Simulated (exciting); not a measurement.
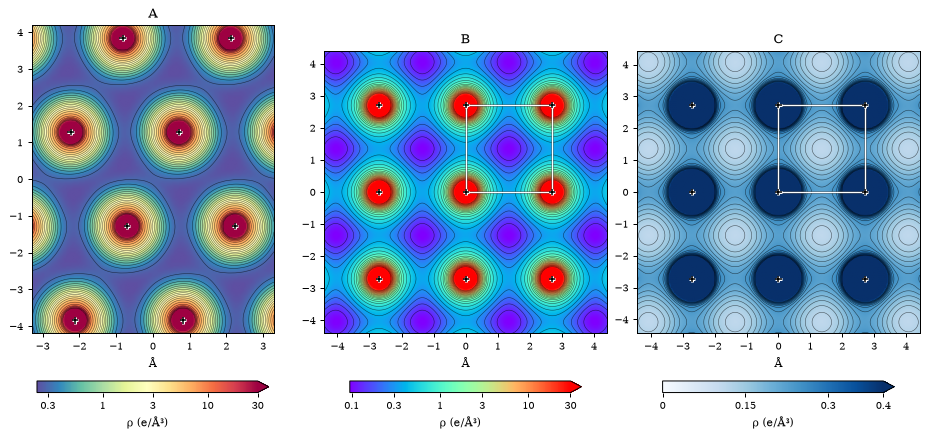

The electron density of 3 systems, each on a plane through atoms (crosses mark nuclei in the plane).

Theory: exciting, Kohn-Sham DFT of a periodic cell, PBEsol, all-electron LAPW+lo, shipped species files.

System 1: As, the (001) plane of the conventional cell. Space group Pm-3m; a structure from a database of computed crystals, not necessarily the ambient phase.

System 2: Al, the (100) plane of the conventional cell. Space group Pm-3m; a generated structure, not necessarily the stable one.

```
Al
1.0
     2.72176    0.00000    0.00000
     0.00000    2.72176    0.00000
     0.00000    0.00000    2.72176
Al
1
Direct
  0.00000 0.00000 0.00000
```

System 3: Mo, the (111) plane of the conventional cell. Space group P-1.

Match each panel to its system.

Panel A is system 3, Mo: the plane holds Mo. Panel B is system 1, As: the plane holds As. As–As (2.70 Å): ρ is about 0.35 e/Å³ halfway. Panel C is system 2, Al: the plane holds Al. Al–Al (2.72 Å): ρ is about 0.22 e/Å³ halfway.
